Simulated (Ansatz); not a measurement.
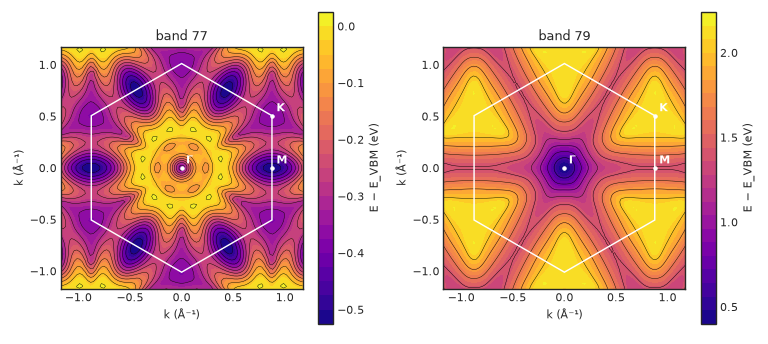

Two bands of one free-standing Bi₂Se₃ layer cut from the bulk crystal (space group of the slab cell P-3m1) over the plane of the sheet: the highest mostly filled and the lowest mostly empty one.

Computed with DFT PBE, spin-orbit coupling, plane waves, PAW; levels and slopes on a dense k mesh at the converged density (Ansatz). Non-magnetic. With an inversion centre and no moment every band is doubly degenerate; a pair is shown and named once. Mesh 30×30×1, interpolated with the band slopes. The geometry was not relaxed (largest force 0.3 eV/Å).

Question: Give both levels and their distance at the named points.

Answer:
```
point  lower band (eV)  upper band (eV)  distance (eV)
    Γ            −0.39             0.39           0.77
    K            −0.38             2.10           2.48
    M            −0.53             1.40           1.92
```

Question: Where are the band edges of the whole zone?

Answer: The valence band has twelve equivalent maxima away from the named points and lines, principal masses 0.68 and 1.13 mₑ; the conduction band has one minimum at Γ, mass 0.13 mₑ in all directions. The gap is indirect, 0.38 eV at this level of theory, which underestimates gaps and can reorder valleys that lie close.
